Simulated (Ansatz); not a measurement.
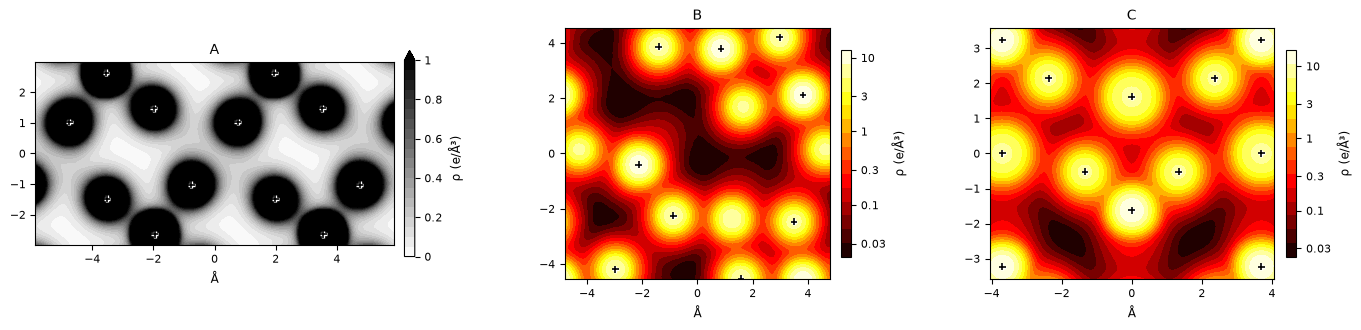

The valence charge density (pseudo) of 3 systems, each on a plane through atoms (crosses mark nuclei in the plane).

Level of theory: DFT PBE, scalar-relativistic, plane waves, PAW (Ansatz).

System 1: In2O3, the (010) plane of the calculation cell. Space group Ia-3.

System 2: VBiO4, the (100) plane of the conventional cell. Space group I4₁/amd; computed without spin polarisation.

```cif
data_structure
_symmetry_space_group_name_H-M 'P 1'
_symmetry_Int_Tables_number 1
_cell_length_a 7.3989
_cell_length_b 7.3989
_cell_length_c 6.4729
_cell_angle_alpha 90.000
_cell_angle_beta 90.000
_cell_angle_gamma 90.000
_cell_volume 354.35
loop_
_atom_site_label
_atom_site_type_symbol
_atom_site_fract_x
_atom_site_fract_y
_atom_site_fract_z
_atom_site_occupancy
V1 V 0.00000 0.00000 0.50000 1
V2 V 0.50000 0.50000 0.00000 1
V3 V 0.50000 0.00000 0.25000 1
V4 V 0.00000 0.50000 0.75000 1
Bi1 Bi 0.00000 0.50000 0.25000 1
Bi2 Bi 0.50000 0.00000 0.75000 1
Bi3 Bi 0.00000 0.00000 0.00000 1
Bi4 Bi 0.50000 0.50000 0.50000 1
O1 O 0.00000 0.81966 0.33088 1
O2 O 0.50000 0.31966 0.83088 1
O3 O 0.68034 0.00000 0.08088 1
O4 O 0.18034 0.50000 0.58088 1
O5 O 0.00000 0.18034 0.33088 1
O6 O 0.50000 0.68034 0.83088 1
O7 O 0.31966 0.00000 0.08088 1
O8 O 0.81966 0.50000 0.58088 1
O9 O 0.50000 0.18034 0.41912 1
O10 O 0.00000 0.68034 0.91912 1
O11 O 0.18034 0.00000 0.66912 1
O12 O 0.68034 0.50000 0.16912 1
O13 O 0.00000 0.31966 0.91912 1
O14 O 0.50000 0.81966 0.41912 1
O15 O 0.31966 0.50000 0.16912 1
O16 O 0.81966 0.00000 0.66912 1
```

System 3: TiO2, the (111) plane of the conventional cell. Space group P4₂/mnm; computed without spin polarisation.

```
Ti O
1.0
     4.64327    0.00000    0.00000
     0.00000    4.64327    0.00000
     0.00000    0.00000    2.96388
Ti O
2 4
Direct
  0.00000 0.00000 0.00000
  0.50000 0.50000 0.50000
  0.30513 0.30513 0.00000
  0.19487 0.80513 0.50000
  0.69487 0.69487 0.00000
  0.80513 0.19487 0.50000
```

Match each panel to its system.

Answer. Panel A is system 3, TiO2: the plane holds Ti and O. Ti–O (1.96 Å): the density is about 0.71 e/Å³ at the midpoint. Panel B is system 1, In2O3: the plane holds In and O. In–O (2.16 Å): ρ at the midpoint is about 0.51 e/Å³. Panel C is system 2, VBiO4: the plane holds V, Bi and O. V–O (1.73 Å): ρ at the midpoint is about 1.3 e/Å³.
